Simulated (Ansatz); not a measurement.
System: Yb.

The calculation's input:

```
crystal:
  lattice:
    - [3.8908740573, 0.0, 0.0]
    - [-1.9454370286, 3.3695957766, 0.0]
    - [0.0, 0.0, 6.3714896912]
  atoms:
    - { symbol: Yb, position: [0.3333333333, 0.6666666667, 0.25] }
    - { symbol: Yb, position: [0.6666666667, 0.3333333333, 0.75] }
hamiltonian:
  xc: blyp
  pseudopotentials:
    kind: paw
    azcp:
      Yb: "pseudopotentials/Yb.paw.azcp"
basis:
  ecutwfc: 420
  fft_grid_basis: typed
kpoints:
  mp_grid: { grid: [11, 11, 6], shift: [0, 0, 0] }
magnetization:
  spin_polarized: false
scf:
  occupations: { method: fermi_dirac, width: 0.1 }
  lower_state_search: "off"
output:
  stress: true
  write_density: true
  write_potential: true
  elf: true
  volumetric_format: npy
```

Below, planes, directions and counts refer to the conventional cell (a = 3.89 Å, b = 3.89 Å, c = 6.37 Å, α = 90.00°, β = 90.00°, γ = 120.00°).

Space group P6₃/mmc; set up as Yb, hcp; a generated structure, not necessarily the stable one; changed on purpose from its base cell (volume × 1.12); computed without spin polarisation; no Hubbard U on the f states and no spin–orbit coupling.

These are results of DFT, BLYP, plane waves (420 eV) with PAW, scalar-relativistic (Ansatz), not measurements.

> Predict the valence pseudo-density and electron localisation function between the atoms.

Yb–Yb (3.89 Å): ρ at the midpoint is about 0.06 e/Å³; the ELF is about 0.25 at the midpoint; no shared electron pair shows on this line.

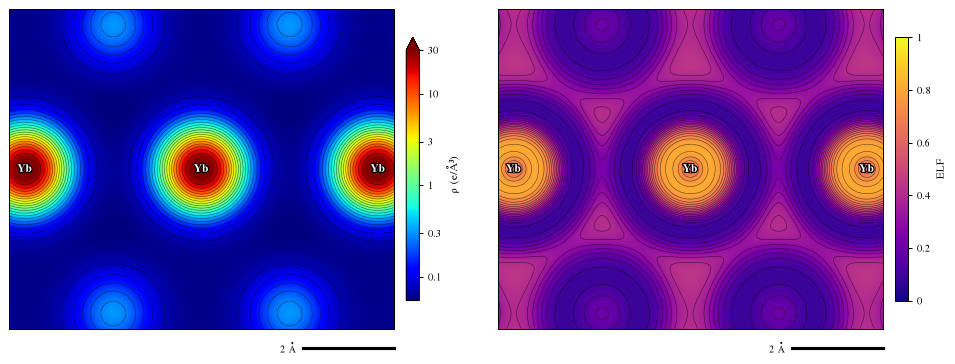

Computed valence pseudo-density and electron localisation function on the (100) plane of the conventional cell, in this order. 

In a PAW calculation such maps are meaningful between the atoms, not at the nuclei.
